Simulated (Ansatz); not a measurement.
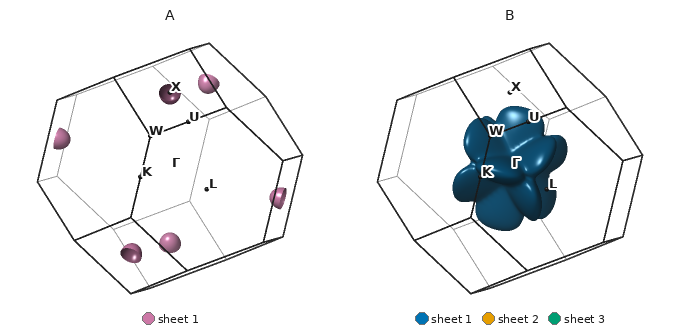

Constant-energy surfaces of AlN (F-43m) near its two band edges (0.20 eV into the valence band, 0.20 eV into the conduction band), in unknown order.

Level of theory: Ansatz 0.2.0, DFT PBE, scalar-relativistic, plane waves, PAW; levels and slopes on a dense k mesh at the converged density. No spin polarisation. Mesh 34×34×34, interpolated with the band slopes. The geometry was not relaxed (residual pressure 5 GPa). The cell comes from a database of computed structures, not from a measurement.

Masses come from a second pass at points close to the extrema; at the energies drawn a band may no longer be parabolic.

### Which panel shows the holes and which the electrons?

B shows the valence band (holes), A the conduction band (electrons).

### Describe the extrema and the gap.

Valence band (extrema up to 0.20 eV from the edge): twelve equivalent maxima on the K–Γ line, flat along one line in k (constant-energy surfaces there are tubes), with masses 0.45 and 1.47 mₑ across. Band 4 forms the valence edge; band 3 meets it there and band 2 meets it there. The surfaces also take in Γ, where this band lies 0.01 eV below its edge, so they needn't be separate pockets.
Conduction band (extrema up to 0.20 eV from the edge): three equivalent minima at X, principal masses 0.33, 0.33 and 0.52 mₑ. Band 5 forms the conduction edge. Another band lies within 0.06 eV there, so the masses may hold only close to the extrema.
The gap is indirect, 3.33 eV at this level of theory, which underestimates gaps and can reorder valleys that lie close.

Where one band's surface lies inside another's, the outer one hides all or part of it.

Time for the whole run: 5.2 s on 2 threads of Intel(R) Xeon(R) 6975P-C (Granite Rapids) (shared host), peak memory 0.39 GiB.
